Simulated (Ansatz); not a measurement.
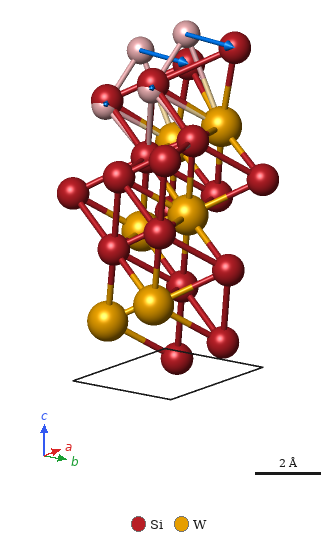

This is a constrained relaxation of a slab of composition Si7W3 (cut from the I4/mmm phase). The starting structure is drawn faded, the final one solid; blue arrows show the displacements, at their true length.

Style: ball-and-stick. Shown: the 2 × 1 repeat of the cell, outlined in the plane, without the vacuum, from a free direction.

Case: Si put at a bridge Si-W site. The slab is the (1 0 1) face of Si2W with Si on it. 4 atoms are held fixed.

Theory: DFT PBEsol, scalar-relativistic, plane waves, PAW in Ansatz.

Input file:
```yaml
crystal:
  lattice:
    - [3.2024995622, 0.0, 0.0]
    - [-1.6012497811, 4.2232001613, 0.0]
    - [0.0, 0.0, 26.9092506114]
  atoms:
    - { symbol: Si, position: [0.4301706655, 0.860341331, 0.3158765037] }
    - { symbol: W, position: [0.1437589313, 0.2875178626, 0.3527131646] }
    - { symbol: Si, position: [0.8573471971, 0.7146943943, 0.3895498253] }
    - { symbol: Si, position: [0.5739295968, 0.1478591936, 0.4260013975] }
    - { symbol: W, position: [0.2864726639, 0.5728754132, 0.4627559928] }
    - { symbol: Si, position: [0.0007512532, 0.0014566032, 0.5000789027] }
    - { symbol: Si, position: [0.714878813, 0.4290563263, 0.5379624451] }
    - { symbol: W, position: [0.4249673995, 0.8495558617, 0.5702575827] }
    - { symbol: Si, position: [0.1348209308, 0.2685091698, 0.6061027524] }
    - { symbol: Si, position: [1.2798941652, 0.5590325157, 0.6752239638] }
basis:
  ecutwfc: 420
kpoints:
  mp_grid: { grid: [10, 7, 1] }
hamiltonian:
  xc: pbesol
scf:
  occupations: { method: gaussian, width: 0.1 }
output:
  forces: true
  eigenvalues: true
relax:
  adjacent_minimum: "off"
  f_tol: 0.03
  max_steps: 70
  constraints: [{ sites: [0, 1, 2, 3] }]
efield:
  axis: 3
  dipole_correction: true
  ramp_width: 0.04
```

Command:
```bash
ansatz run input.yaml --threads 2 --pin off --max-ram 5120MiB --backend cpu --events-out ev --progress --plain --runs-dir out
```

Describe the change and its energy.

The energy falls by 1.009 eV per cell of the calculation in 15 geometry steps. The largest force component goes from 1.1 to 0.016 eV/Å. The largest move is that of Si10, 1.93 Å at 71° to the normal (−c side). Largest moves by element: Si 1.93 Å, W 0.01 Å. The cell doesn't change. Among the contacts that change: W8–Si10 4.442 → 2.752 Å, Si9–Si10 3.873 → 2.419 Å, Si9–Si10 (another image) 3.902 → 2.813 Å, Si9–Si10 (another image) 2.228 → 2.809 Å. New bonds form, among them: W8–Si10 (4.44 → 2.75 Å). Bond angles that change, for instance: Si7–Si9–W8 107.9° → 100.8°, W8–Si9–W8 120.2° → 115.5°, W8–Si9–W8 76.9° → 73.0°.

Limits of the set-up: the periodic images lie only 3.2 Å apart, so the values are limited by the cell's size.
